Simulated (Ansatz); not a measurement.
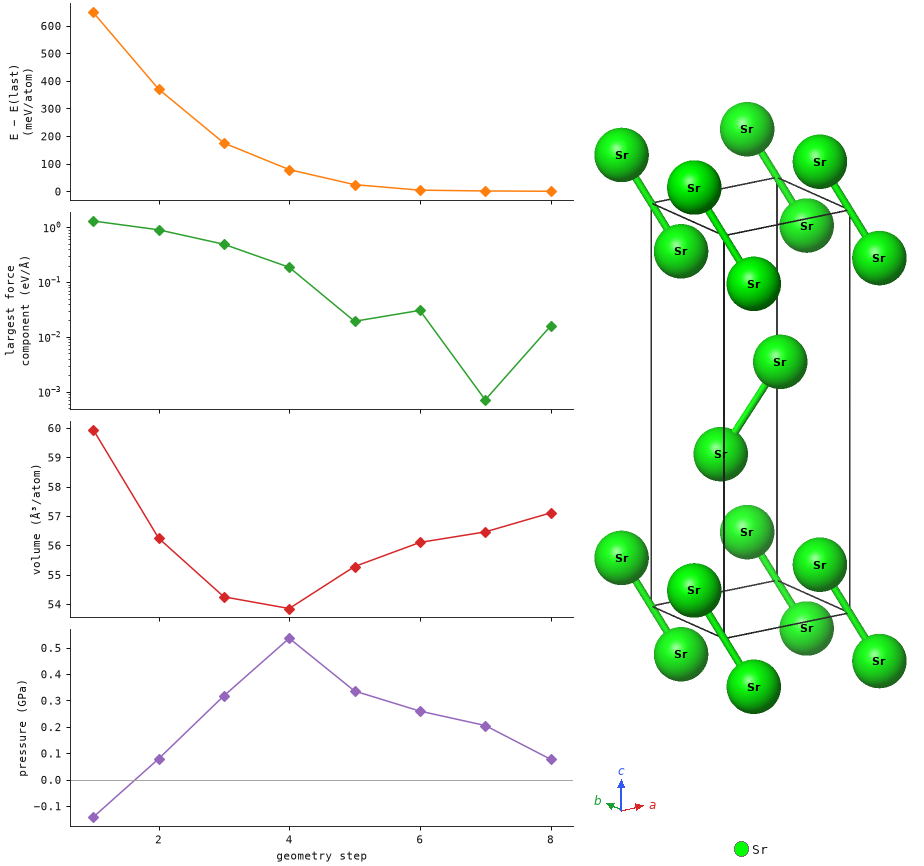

Beside the plot: the structure at the start.

History of a geometry optimisation. The run: Sr (Cmce, 4 atoms in the cell), by DFT r2SCAN, scalar-relativistic, plane waves, PAW (Ansatz 0.2.0); cutoff 500 eV, 4×4×2 k-mesh, Gaussian smearing of 0.1 eV. Atoms and cell relax. A closing SCF on a freshly chosen basis isn't drawn.

The optimisation met its thresholds at geometry 8, counting the start as the first. The energy fell by about 650 meV/atom from the first step to the last. The largest force component goes from about 1.3 eV/Å at the start to 0.016 eV/Å at the end. The volume shrinks from 59.9 to 57.1 Å³ per atom (−5 %), overshooting to 53.8 at step 4, as the pressure goes from −0.14 GPa to about 0 GPa.
